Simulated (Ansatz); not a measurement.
System: Lu, space group Fm-3m (No. 225), 1 atom in the cell.

```xyz
1
Lattice="0.0000 2.4360 2.4360 2.4360 0.0000 2.4360 2.4360 2.4360 0.0000" Properties=species:S:1:pos:R:3 pbc="T T T"
Lu    0.0000    0.0000    0.0000
```

Method: DFT PBE, scalar-relativistic, plane waves, PAW, no spin polarisation, 20×20×20 k mesh, 420 eV cutoff, Gaussian smearing of 0.1 eV (Ansatz 0.2.0).

What will the band structure and density of states look like? The path is Γ–X–U|K–Γ–L–W–X.

A metal: 1 band crosses the Fermi level along this path. Bands cross the Fermi level on Γ–X, K–Γ, L–W and W–X, and not on X–U and Γ–L. At Γ the nearest levels lie 4.87 eV below and 2.25 eV above the Fermi level. The density of states at the Fermi level is about 1.5 per eV and cell (mean within 0.25 eV).

The structure is an invented one, so it need not be a known or stable phase. Spin-orbit coupling is left out, which matters for Lu. The run has no spin polarisation, and a density of states this high at the Fermi level may favour a magnetic state.

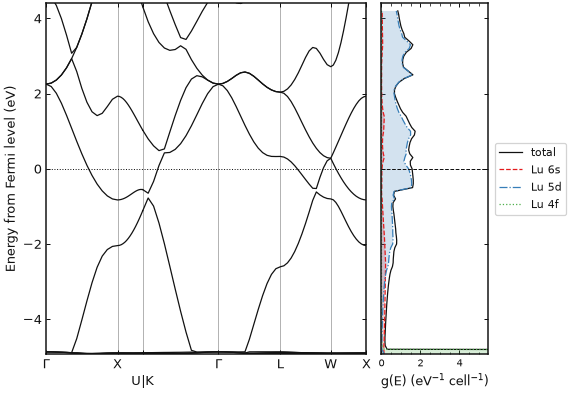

Band structure and density of states. Energies are counted from the Fermi level. The partial curves are projected on Löwdin-orthogonalised atomic shells.
